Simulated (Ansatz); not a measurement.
**LiH: density, localisation and related maps**

The calculation's input:

```
crystal:
  lattice:
    - [2.5016587112, 0.0, 0.0]
    - [0.0, 2.5016587112, 0.0]
    - [0.0, 0.0, 2.5016587112]
  atoms:
    - { symbol: Li, position: [0.0, 0.0, 0.0] }
    - { symbol: H, position: [0.5, 0.5, 0.5] }
kpoints:
  mp_grid: { grid: [8, 8, 8] }
hamiltonian:
  xc: r2scan
scf:
  occupations: { method: fixed }
  n_extra_bands: 4
output:
  forces: true
  stress: true
  eigenvalues: true
  write_density: true
  write_potential: true
  elf: true
  volumetric_format: npy
```

Launched as:

```sh
ansatz run input.yaml --threads 4 --pin off --max-ram 3686MiB --backend cpu --events-out ev --progress --plain --runs-dir out
```

Below, planes, directions and counts refer to the conventional cell (a = 2.50 Å, b = 2.50 Å, c = 2.50 Å, α = 90.00°, β = 90.00°, γ = 90.00°).

Space group Pm-3m; started from the CsCl prototype, which need not be the ambient phase.

Computed with DFT, r2SCAN, plane waves, PAW (Ansatz).

Core electrons are frozen (PAW), and the valence fields are smoothed inside the atomic spheres.

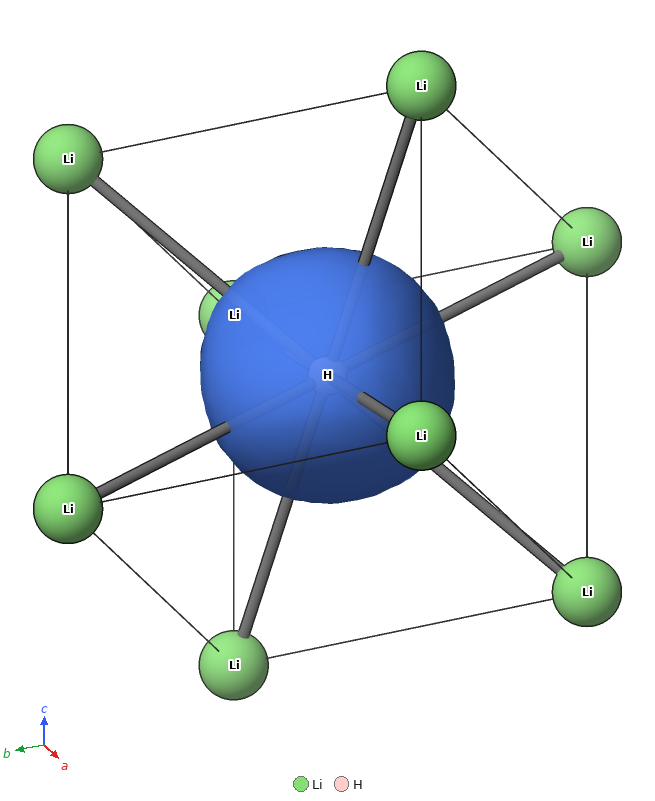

Figure 1. Isosurface of the ELF at 0.9 (blue), seen at an oblique angle. Core shells and regions of very low density are left out. Sticks mark near contacts.

Identify the bonds, lone pairs and shells in this picture.

At this value the surface marks out one region around a hydrogen nucleus, counted in one cell of 2 atoms. Any copies at cell faces, edges or corners count once.


Li–H (2.17 Å): the ELF climbs to about 1 towards the hydrogen: a hydride-like H with a filled shell, bound largely ionically.

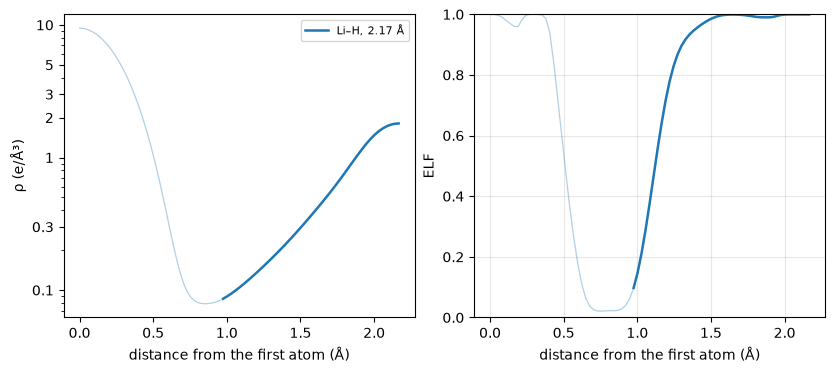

Figure 2. Valence charge density (pseudo) and electron localisation function along straight lines between neighbouring atoms. Thin, pale parts lie inside the atomic spheres.

What can be read from the curves?

Li–H (2.17 Å): the density is about 0.1 e/Å³ at the midpoint; the ELF climbs to about 1 towards the hydrogen: a hydride-like H with a filled shell, bound largely ionically.

Does the calculation give a band gap?

It is gapped, with a Kohn–Sham gap of 1.1 eV on the k-point mesh, an upper bound to the gap of this method.
